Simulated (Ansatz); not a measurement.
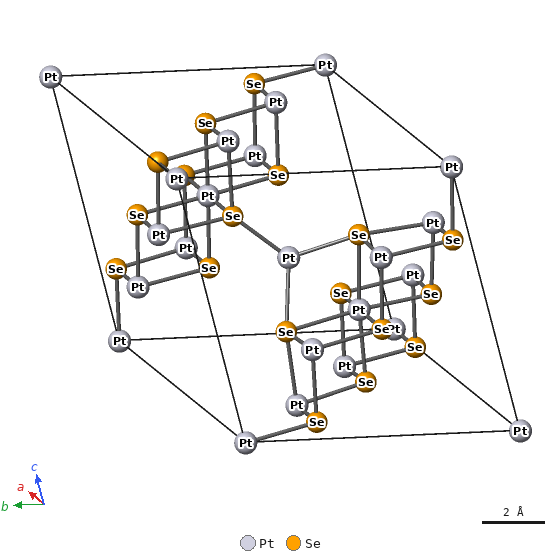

Ball-and-stick drawing of the structure, looking from a general direction. The parallelepiped is the supercell. The host is PtSe$_{2}$, in a cell of 27 sites, and the cell is neutral.

**Describe the defect.**

An interstitial platinum atom. It is bonded to three Se at about 2.4 Å. Not all metal-metal contacts are counted.

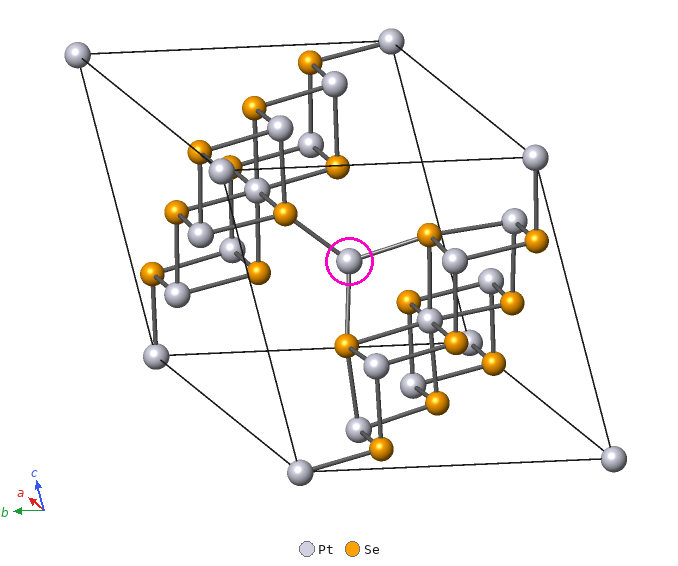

The same cell with a ring at the defect's site.

The atoms were relaxed in the host's cell with DFT PBE, scalar-relativistic, plane waves, PAW (Ansatz).
